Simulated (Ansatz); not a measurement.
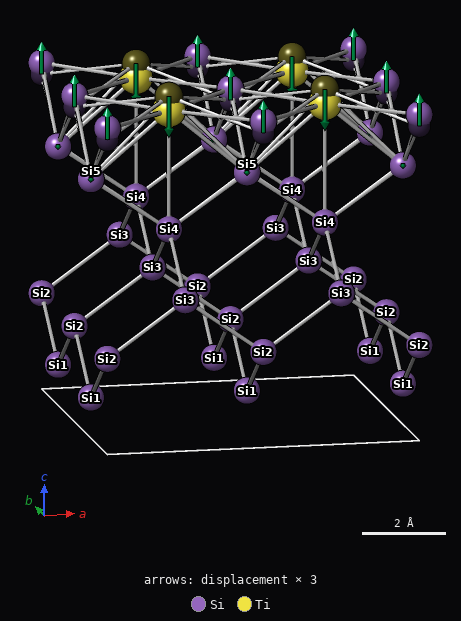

A constrained relaxation of a slab of composition TiSi$_{6}$. The starting structure is drawn faded, the final one solid; green arrows show the displacements, magnified 3 times.

Style: ball-and-stick. Shown: the 2 × 2 repeat of the cell, outlined in the plane, without the vacuum, slightly off an axis.

3 atoms are held fixed.

Theory: Ansatz, DFT PBEsol, scalar-relativistic, plane waves, PAW; settings changed.

Input
```yaml
crystal:
  lattice:
    - [3.8417168286, 0.0, 0.0]
    - [0.0, 3.8417168286, 0.0]
    - [0.0, 0.0, 25.7912600522]
  atoms:
    - { symbol: Si, position: [0.0, 0.5, 0.3295690084] }
    - { symbol: Si, position: [0.0, 0.0, 0.3822322752] }
    - { symbol: Si, position: [0.5, 0.0, 0.4348955421] }
    - { symbol: Si, position: [0.5, 0.5, 0.4872505127] }
    - { symbol: Si, position: [0.0, 0.5, 0.5400001606] }
    - { symbol: Si, position: [0.0, 0.0, 0.5916358895] }
    - { symbol: Ti, position: [0.5, 0.5, 0.6141241277], spin: 2.0 }
basis:
  ecutwfc: 420
kpoints:
  mp_grid: { grid: [8, 8, 1] }
hamiltonian:
  xc: pbesol
scf:
  occupations: { method: tetrahedron_uncorrected }
  lower_state_search: light
output:
  forces: true
  eigenvalues: true
magnetization:
  spin_polarized: true
relax:
  adjacent_minimum: "off"
  f_tol: 0.03
  max_steps: 70
  constraints: [{ sites: [0, 1, 2] }]
efield:
  axis: 3
  dipole_correction: true
  ramp_width: 0.04
```

Command:
```bash
ansatz run input.yaml --threads 2 --pin off --max-ram 5120MiB --backend cpu --events-out ev --progress --plain --runs-dir out
```

**What happened in the run?**

Ti7 moves most: 0.35 Å along the normal (−c). Largest moves by element: Ti 0.35 Å, Si 0.28 Å. The cell doesn't change. Near-neighbour distances that change, for instance: Si4–Ti7 3.272 → 2.931 Å, Si5–Ti7 2.710 → 2.507 Å, Si5–Si6 2.337 → 2.538 Å, Si6–Ti7 2.778 → 2.717 Å. Among the angles between lasting bonds that change: Ti7–Si6–Ti7 155.9° → 178.0°, Si5–Si6–Si5 110.5° → 98.4°, Si5–Si6–Ti7 133.4° → 121.6°. After 5 geometry steps the energy has fallen by 0.580 eV per cell of the calculation. The largest force component goes from 1.7 to 0.0015 eV/Å. The program noted that the starting moments weren't kept. The run took 89 s on 2 threads of Intel(R) Xeon(R) 6975P-C (Granite Rapids), on a shared host, peak memory 0.85 GiB.
